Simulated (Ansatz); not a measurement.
System: Bi.

The calculation's input:

```
crystal:
  lattice:
    - [-1.9568224042, 1.9568224042, 1.9568224042]
    - [1.9568224042, -1.9568224042, 1.9568224042]
    - [1.9568224042, 1.9568224042, -1.9568224042]
  atoms:
    - { symbol: Bi, position: [0.0, 0.0, 0.0] }
basis:
  ecutwfc: 420
kpoints:
  mp_grid: { grid: [16, 16, 16] }
hamiltonian:
  xc: pbesol
scf:
  occupations: { method: fermi_dirac, width: 0.15 }
output:
  forces: true
  stress: true
  eigenvalues: true
  write_density: true
  write_potential: true
  elf: true
  volumetric_format: npy
relax:
  adjacent_minimum: "off"
  f_tol: 0.001
  max_steps: 60
  cell: { stress_tol: 0.01 }
```

Command:

```sh
ansatz run input.yaml --threads 1 --pin off --max-ram 4096MiB --backend cpu --events-out ev --progress --plain --runs-dir out
```

Below, planes, directions and counts refer to the conventional cell (a = 3.92 Å, b = 3.92 Å, c = 3.92 Å, α = 90.00°, β = 90.00°, γ = 90.00°).

The fields are those of the relaxed geometry.

Space group Im-3m; a structure from a database of computed crystals, not necessarily the ambient phase; computed without spin polarisation.

These are results of DFT PBEsol, scalar-relativistic, plane waves, PAW in Ansatz, not measurements.

**Predict the valence pseudo-density and electron localisation function between the atoms.**

Bi–Bi (3.39 Å): ρ is about 0.16 e/Å³ halfway; the ELF is about 0.30 at the midpoint.

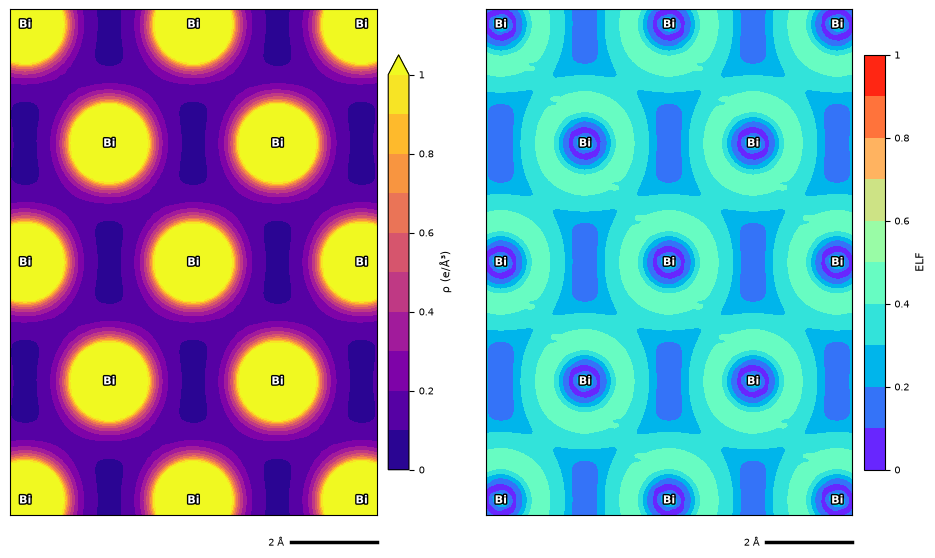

Computed valence pseudo-density and electron localisation function on the (011̄) plane of the conventional cell, in this order. 

In a PAW calculation such maps are meaningful between the atoms, not at the nuclei.
